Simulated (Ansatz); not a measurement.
Geometry relaxation, with input and output: Ga3H2N3 (part 3 of 3)

Ga3H2N3 (slab, 32 atoms in the cell); DFT PBE+D3(BJ), scalar-relativistic, plane waves, PAW, no spin polarisation (Ansatz 0.2.0); cutoff 420 eV, 3×3×1 k-mesh, Gaussian smearing of 0.05 eV. The structure derives from an entry of the Crystallography Open Database. The input holds or restrains some coordinates. Forces given for the steps count only the free coordinates. It belongs to a series of runs on one base structure; here: clean slab, lower planes held.

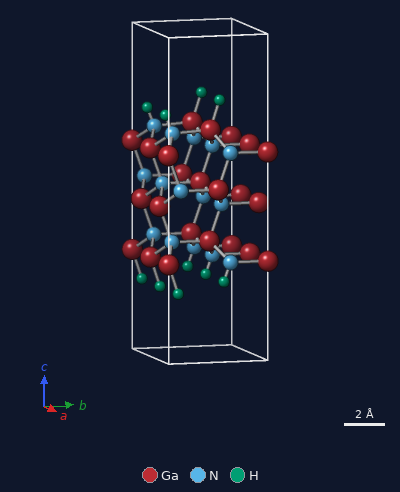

The geometry at step 3 of the log (ball-and-stick view of the cell of the calculation, with the vacuum cut short, seen slightly off an axis).

### Output, continued
```
--- Relaxed structure (4 steps of the walk, 4 accepted, 0 SCFs on fresh bases) ---
  F+E_penalty+E_count = -50147.00610450 eV   max|allowed force component| = 2.480e-2 eV/Å
  atoms:
    - { symbol: Ga, position: [0.49999999999999994, 0.000811033, 0.37278165459999996] }
    - { symbol: Ga, position: [0.0, 0.000811033, 0.37278165459999996] }
    - { symbol: N, position: [0.49999999999999994, 0.624188967, 0.37278165459999996] }
    - { symbol: N, position: [0.0, 0.624188967, 0.37278165459999996] }
    - { symbol: Ga, position: [0.7499999999999999, 0.500811033, 0.40912975330000007] }
    - { symbol: Ga, position: [0.24999999999999997, 0.500811033, 0.40912975330000007] }
    - { symbol: N, position: [0.7499999999999999, 0.124188967, 0.40912975330000007] }
    - { symbol: N, position: [0.24999999999999997, 0.124188967, 0.40912975330000007] }
    - { symbol: Ga, position: [0.7499999999999999, 0.000811033, 0.4818259507] }
    - { symbol: Ga, position: [0.24999999999999997, 0.000811033, 0.4818259507] }
    - { symbol: N, position: [0.7499999999999999, 0.624188967, 0.4818259507] }
    - { symbol: N, position: [0.24999999999999997, 0.624188967, 0.4818259507] }
    - { symbol: Ga, position: [2.691020287550788e-19, 0.5002330062616336, 0.5189030336665218] }
    - { symbol: Ga, position: [0.49999999999999994, 0.5002330062616336, 0.5189030336665218] }
    - { symbol: N, position: [2.3808927349429104e-19, 0.12368293445752834, 0.5188179179574937] }
    - { symbol: N, position: [0.49999999999999994, 0.12368293445752834, 0.5188179179574937] }
    - { symbol: Ga, position: [-4.689506974735656e-19, -0.0031176458823161364, 0.5906125819291951] }
    - { symbol: Ga, position: [0.49999999999999994, -0.0031176458823161364, 0.5906125819291951] }
    - { symbol: N, position: [9.514893861671425e-20, 0.6231023110437839, 0.5913090148717569] }
    - { symbol: N, position: [0.49999999999999994, 0.6231023110437839, 0.5913090148717569] }
    - { symbol: Ga, position: [0.24999999999999997, 0.511132870903099, 0.630763758319098] }
    - { symbol: Ga, position: [0.7499999999999999, 0.511132870903099, 0.630763758319098] }
    - { symbol: N, position: [0.24999999999999997, 0.12984301148915206, 0.6259270295039071] }
    - { symbol: N, position: [0.7499999999999999, 0.12984301148915206, 0.6259270295039071] }
    - { symbol: H, position: [0.49999999999999994, 0.09728929381289231, 0.3137617215870743] }
    - { symbol: H, position: [-7.245976166778026e-19, 0.09728929381289231, 0.3137617215870743] }
    - { symbol: H, position: [0.49999999999999994, 0.5572659339662872, 0.33486179821364936] }
    - { symbol: H, position: [2.241942447460849e-19, 0.5572659339662872, 0.33486179821364936] }
    - { symbol: H, position: [0.24999999999999997, 0.6035089465986687, 0.6896300728520292] }
    - { symbol: H, position: [0.7499999999999999, 0.6035089465986687, 0.6896300728520292] }
    - { symbol: H, position: [0.24999999999999997, 0.0594108382681171, 0.6636676945423183] }
    - { symbol: H, position: [0.7499999999999999, 0.0594108382681171, 0.6636676945423183] }
```

### Trajectory as extended XYZ (Å, eV, eV/Å), 4 frames, from step=1 to step=4
```
32
Lattice="6.3931 0.0000 0.0000 0.0000 5.2086 0.0000 0.0000 0.0000 25.3870" Properties=species:S:1:pos:R:3:forces:R:3 step=1 energy=-50146.81509
Ga    3.1966    0.0042    9.4638    0.0000   0.4965  -0.5785
Ga    0.0000    0.0042    9.4638    0.0000   0.4965  -0.5785
N     3.1966    3.2511    9.4638    0.0000  -0.2071  -0.0599
N     0.0000    3.2511    9.4638    0.0000  -0.2071  -0.0599
Ga    4.7948    2.6085   10.3866    0.0000  -0.5242  -0.0362
Ga    1.5983    2.6085   10.3866    0.0000  -0.5242  -0.0362
N     4.7948    0.6468   10.3866    0.0000  -0.1427   0.6839
N     1.5983    0.6468   10.3866    0.0000  -0.1427   0.6839
Ga    4.7948    0.0042   12.2321    0.0000   0.0995  -0.1774
Ga    1.5983    0.0042   12.2321    0.0000   0.0995  -0.1774
N     4.7948    3.2511   12.2321    0.0000   0.0141  -0.3636
N     1.5983    3.2511   12.2321    0.0000   0.0141  -0.3636
Ga    0.0000    2.6085   13.1549    0.0000   0.0995   0.1774
Ga    3.1966    2.6085   13.1549    0.0000   0.0995   0.1774
N     0.0000    0.6468   13.1549    0.0000   0.0141   0.3636
N     3.1966    0.6468   13.1549    0.0000   0.0141   0.3636
Ga    0.0000    0.0042   15.0004    0.0000  -0.5242   0.0362
Ga    3.1966    0.0042   15.0004    0.0000  -0.5242   0.0362
N     0.0000    3.2511   15.0004    0.0000  -0.1427  -0.6839
N     3.1966    3.2511   15.0004    0.0000  -0.1427  -0.6839
Ga    1.5983    2.6085   15.9232    0.0000   0.4965   0.5785
Ga    4.7948    2.6085   15.9232    0.0000   0.4965   0.5785
N     1.5983    0.6468   15.9232    0.0000  -0.2071   0.0598
N     4.7948    0.6468   15.9232    0.0000  -0.2071   0.0598
H     3.1966    0.5139    8.0000    0.0000   0.1000  -0.3945
H     0.0000    0.5139    8.0000    0.0000   0.1000  -0.3945
H     3.1966    2.9091    8.4816    0.0000   0.1641   0.5989
H     0.0000    2.9091    8.4816    0.0000   0.1641   0.5989
H     1.5983    3.1182   17.3870    0.0000   0.1000   0.3945
H     4.7948    3.1182   17.3870    0.0000   0.1000   0.3945
H     1.5983    0.3049   16.9053    0.0000   0.1641  -0.5989
H     4.7948    0.3049   16.9053    0.0000   0.1641  -0.5989
32
Lattice="6.3931 0.0000 0.0000 0.0000 5.2086 0.0000 0.0000 0.0000 25.3870" Properties=species:S:1:pos:R:3:forces:R:3 step=2 energy=-50146.99793
Ga    3.1966    0.0042    9.4638    0.0000   0.5655  -0.8591
Ga    0.0000    0.0042    9.4638    0.0000   0.5655  -0.8591
N     3.1966    3.2511    9.4638    0.0000  -0.1057   0.3689
N     0.0000    3.2511    9.4638    0.0000  -0.1057   0.3689
Ga    4.7948    2.6085   10.3866    0.0000  -0.5242  -0.0180
Ga    1.5983    2.6085   10.3866    0.0000  -0.5242  -0.0180
N     4.7948    0.6468   10.3866    0.0000  -0.1388   0.6470
N     1.5983    0.6468   10.3866    0.0000  -0.1388   0.6470
Ga    4.7948    0.0042   12.2321    0.0000   0.1747  -0.0789
Ga    1.5983    0.0042   12.2321    0.0000   0.1747  -0.0789
N     4.7948    3.2511   12.2321    0.0000  -0.0222  -0.2197
N     1.5983    3.2511   12.2321    0.0000  -0.0222  -0.2197
Ga    0.0000    2.6077   13.1642    0.0000  -0.0780   0.1389
Ga    3.1966    2.6077   13.1642    0.0000  -0.0780   0.1389
N     0.0000    0.6433   13.1679    0.0000  -0.0206   0.0733
N     3.1966    0.6433   13.1679    0.0000  -0.0206   0.0733
Ga    0.0000   -0.0201   14.9992    0.0000  -0.0294  -0.1351
Ga    3.1966   -0.0201   14.9992    0.0000  -0.0294  -0.1351
N     0.0000    3.2316   15.0124    0.0000   0.2158  -0.0719
N     3.1966    3.2316   15.0124    0.0000   0.2158  -0.0719
Ga    1.5983    2.6612   16.0121    0.0000   0.0166   0.0037
Ga    4.7948    2.6612   16.0121    0.0000   0.0166   0.0037
N     1.5983    0.6819   15.8847    0.0000  -0.1499   0.1760
N     4.7948    0.6819   15.8847    0.0000  -0.1499   0.1760
H     3.1966    0.5025    7.9729    0.0000   0.0297  -0.0961
H     0.0000    0.5025    7.9729    0.0000   0.0297  -0.0961
H     3.1966    2.9035    8.4956    0.0000   0.0537   0.1764
H     0.0000    2.9035    8.4956    0.0000   0.0537   0.1764
H     1.5983    3.1546   17.5041    0.0000  -0.0147  -0.0039
H     4.7948    3.1546   17.5041    0.0000  -0.0147  -0.0039
H     1.5983    0.3146   16.8462    0.0000   0.0274  -0.1014
H     4.7948    0.3146   16.8462    0.0000   0.0274  -0.1014
32
Lattice="6.3931 0.0000 0.0000 0.0000 5.2086 0.0000 0.0000 0.0000 25.3870" Properties=species:S:1:pos:R:3:forces:R:3 step=3 energy=-50147.00549
Ga    3.1966    0.0042    9.4638    0.0000   0.5818  -0.9361
Ga    0.0000    0.0042    9.4638    0.0000   0.5818  -0.9361
N     3.1966    3.2511    9.4638    0.0000  -0.0585   0.5135
N     0.0000    3.2511    9.4638    0.0000  -0.0585   0.5135
Ga    4.7948    2.6085   10.3866    0.0000  -0.5166  -0.0014
Ga    1.5983    2.6085   10.3866    0.0000  -0.5166  -0.0014
N     4.7948    0.6468   10.3866    0.0000  -0.1391   0.6477
N     1.5983    0.6468   10.3866    0.0000  -0.1391   0.6477
Ga    4.7948    0.0042   12.2321    0.0000   0.1594  -0.0861
Ga    1.5983    0.0042   12.2321    0.0000   0.1594  -0.0861
N     4.7948    3.2511   12.2321    0.0000  -0.0348  -0.1853
N     1.5983    3.2511   12.2321    0.0000  -0.0348  -0.1853
Ga    0.0000    2.6068   13.1699    0.0000  -0.0278   0.0462
Ga    3.1966    2.6068   13.1699    0.0000  -0.0278   0.0462
N     0.0000    0.6434   13.1688    0.0000   0.0131   0.0466
N     3.1966    0.6434   13.1688    0.0000   0.0131   0.0466
Ga    0.0000   -0.0155   14.9963    0.0000  -0.0146  -0.0550
Ga    3.1966   -0.0155   14.9963    0.0000  -0.0146  -0.0550
N     0.0000    3.2429   15.0116    0.0000   0.0504  -0.0327
N     3.1966    3.2429   15.0116    0.0000   0.0504  -0.0327
Ga    1.5983    2.6631   16.0112    0.0000  -0.0030   0.0237
Ga    4.7948    2.6631   16.0112    0.0000  -0.0030   0.0237
N     1.5983    0.6785   15.8890    0.0000  -0.0342   0.0328
N     4.7948    0.6785   15.8890    0.0000  -0.0342   0.0328
H     3.1966    0.5030    7.9662    0.0000   0.0063  -0.0132
H     0.0000    0.5030    7.9662    0.0000   0.0063  -0.0132
H     3.1966    2.9028    8.5000    0.0000   0.0074   0.0243
H     0.0000    2.9028    8.5000    0.0000   0.0074   0.0243
H     1.5983    3.1489   17.5056    0.0000  -0.0056  -0.0062
H     4.7948    3.1489   17.5056    0.0000  -0.0056  -0.0062
H     1.5983    0.3079   16.8467    0.0000   0.0162  -0.0191
H     4.7948    0.3079   16.8467    0.0000   0.0162  -0.0191
32
Lattice="6.3931 0.0000 0.0000 0.0000 5.2086 0.0000 0.0000 0.0000 25.3870" Properties=species:S:1:pos:R:3:forces:R:3 step=4 energy=-50147.00610
Ga    3.1966    0.0042    9.4638    0.0000   0.5872  -0.9553
Ga    0.0000    0.0042    9.4638    0.0000   0.5872  -0.9553
N     3.1966    3.2511    9.4638    0.0000  -0.0428   0.5433
N     0.0000    3.2511    9.4638    0.0000  -0.0428   0.5433
Ga    4.7948    2.6085   10.3866    0.0000  -0.5125   0.0095
Ga    1.5983    2.6085   10.3866    0.0000  -0.5125   0.0095
N     4.7948    0.6468   10.3866    0.0000  -0.1395   0.6538
N     1.5983    0.6468   10.3866    0.0000  -0.1395   0.6538
Ga    4.7948    0.0042   12.2321    0.0000   0.1559  -0.0784
Ga    1.5983    0.0042   12.2321    0.0000   0.1559  -0.0784
N     4.7948    3.2511   12.2321    0.0000  -0.0428  -0.1650
N     1.5983    3.2511   12.2321    0.0000  -0.0428  -0.1650
Ga    0.0000    2.6055   13.1734    0.0000   0.0063  -0.0034
Ga    3.1966    2.6055   13.1734    0.0000   0.0063  -0.0034
N     0.0000    0.6442   13.1712    0.0000   0.0013  -0.0090
N     3.1966    0.6442   13.1712    0.0000   0.0013  -0.0090
Ga    0.0000   -0.0162   14.9939    0.0000   0.0069   0.0248
Ga    3.1966   -0.0162   14.9939    0.0000   0.0069   0.0248
N     0.0000    3.2455   15.0115    0.0000  -0.0053   0.0041
N     3.1966    3.2455   15.0115    0.0000  -0.0053   0.0041
Ga    1.5983    2.6623   16.0132    0.0000  -0.0099  -0.0112
Ga    4.7948    2.6623   16.0132    0.0000  -0.0099  -0.0112
N     1.5983    0.6763   15.8904    0.0000   0.0086  -0.0237
N     4.7948    0.6763   15.8904    0.0000   0.0086  -0.0237
H     3.1966    0.5067    7.9655    0.0000  -0.0050   0.0084
H     0.0000    0.5067    7.9655    0.0000  -0.0050   0.0084
H     3.1966    2.9026    8.5011    0.0000  -0.0044  -0.0120
H     0.0000    2.9026    8.5011    0.0000  -0.0044  -0.0120
H     1.5983    3.1434   17.5076    0.0000   0.0029   0.0067
H     4.7948    3.1434   17.5076    0.0000   0.0029   0.0067
H     1.5983    0.3094   16.8485    0.0000  -0.0068   0.0072
H     4.7948    0.3094   16.8485    0.0000  -0.0068   0.0072
```

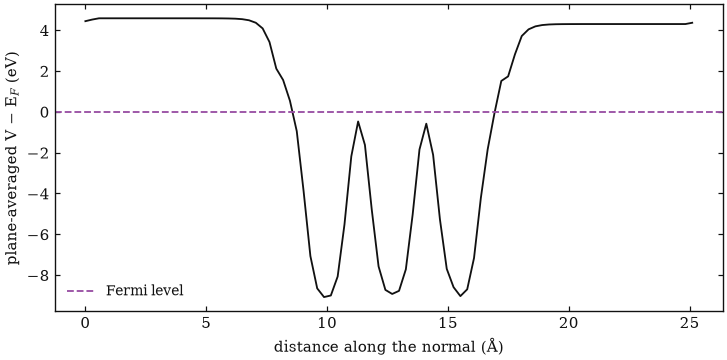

Plane average of the electrostatic potential energy of an electron across the cell, from the Fermi level. The vacuum level lies 4.30 eV above the Fermi level on the upper side and 4.58 eV on the lower.

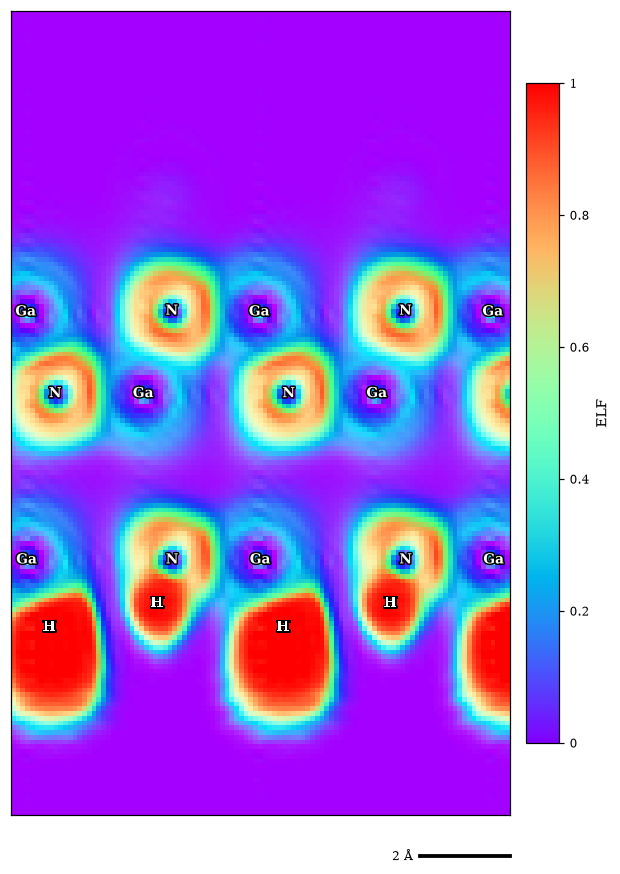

ELF on the (100) plane of the calculation cell, a cut from vacuum to vacuum. The section cuts through Ga, N and H sites. N–H (1.02 Å): the ELF climbs to about 1 towards the hydrogen, as it does in any bond to H; a covalent bond by its length. Ga–H (1.58 Å): the ELF climbs to about 1 towards the hydrogen. Ga–N (1.94 Å): the ELF is about 0.50 at the midpoint. Ga–N (1.96 Å): the ELF is about 0.45 at the midpoint. The fields are those of the smooth PAW valence density.

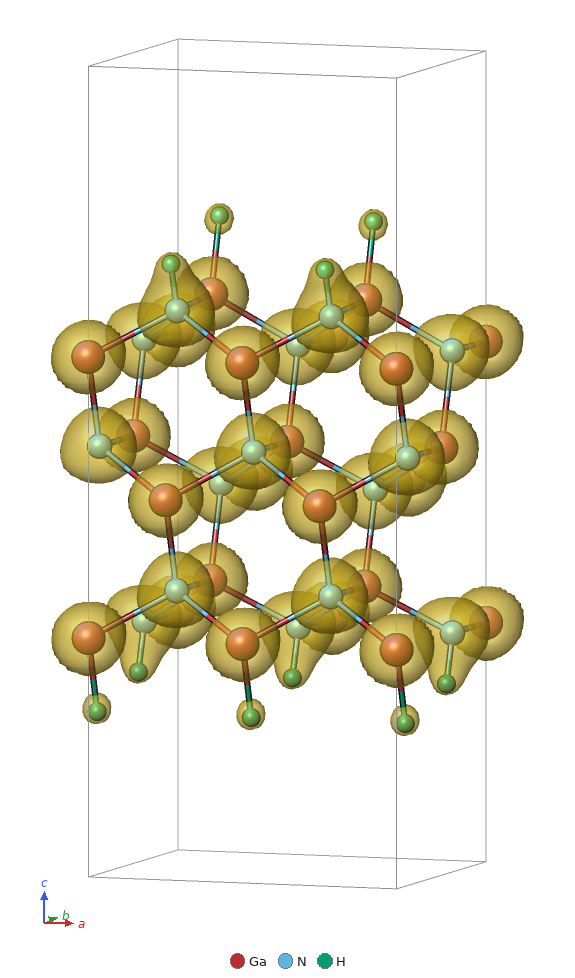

Isosurface of the valence pseudo-density at 1 e/Å³ (yellow), seen slightly off an axis. Sticks mark near contacts. At this value the density breaks into separate islands; it holds about 65 % of the electrons treated as valence (semicore included). It is pinched off along the Ga–H (1.57 Å), Ga–N (1.94 Å) and Ga–N (1.99 Å) contacts. On the grid the lowest density along these lines, outside the cores, is 2.2 e/Å³ (N–H, 1.02 Å), 0.78 e/Å³ (Ga–H, 1.57 Å), 0.73 e/Å³ (Ga–N, 1.94 Å) and 0.7 e/Å³ (Ga–N, 1.99 Å).

### Summary

| quantity | value |
| --- | --- |
| outcome | converged under the restraints of the input |
| electrons treated | 224 |
| free energy | −50147.0061 eV |
| work function, top face | 4.30 eV |
| work function, bottom face | 4.58 eV |
| Fermi energy | 0.795 eV |
| gap on the k-point mesh | 3.01 eV |
| final volume | 845.36 Å³ |
| work function (upper face) | 4.30 eV |
| largest force (length of the vector) at the end, held atoms and coordinates included | 1.121 eV/Å |
| wall time | 70 s (CPU time 4 min) |
| peak memory | 2.3 GiB |

### Remarks

The program warns: the exchange-correlation potential is rough where the density is thin.
